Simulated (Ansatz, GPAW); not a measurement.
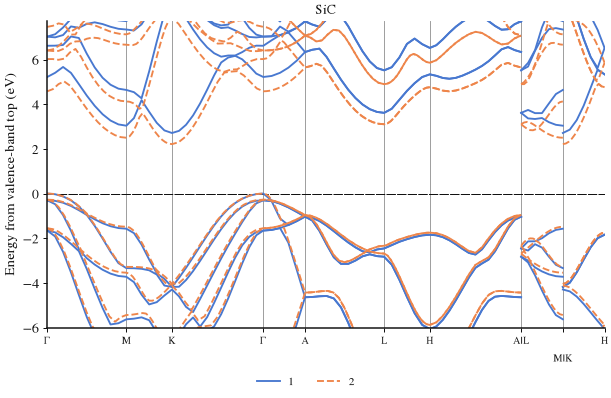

Band structures of wurtzite SiC, space group P6_3mc, 4 atoms in the cell (a = 3.076 Å, c = 5.048 Å (hexagonal axes)), by two methods on the same cell. Each is counted from its own valence-band top.

Question: Which curve is which? The methods: LDA (Ansatz), r2SCAN (GPAW).

Answer: 1 is r2SCAN (GPAW); 2 is LDA (Ansatz). r2SCAN (GPAW) gives a gap of 2.71 eV along the path and LDA (Ansatz) gives a gap of 2.21 eV along the path.

Settings. r2SCAN (GPAW): GPAW PAW data sets (gpaw-data 1.2.1), no spin polarisation, no spin-orbit coupling, 7×7×4 k mesh, 800 eV cutoff, Fermi-Dirac smearing of 0.05 eV (GPAW 26.7.0). LDA (Ansatz): Ansatz PAW, no spin polarisation, no spin-orbit coupling, 10×10×5 k mesh, 420 eV cutoff, Fermi-Dirac smearing of 0.05 eV (Ansatz 0.2.0).

The two runs differ in program as well. The cell is at −4 GPa in LDA (Ansatz) and 1 GPa in r2SCAN (GPAW). The PAW data sets were made with another functional. LDA, GGA and most meta-GGA functionals understate gaps.
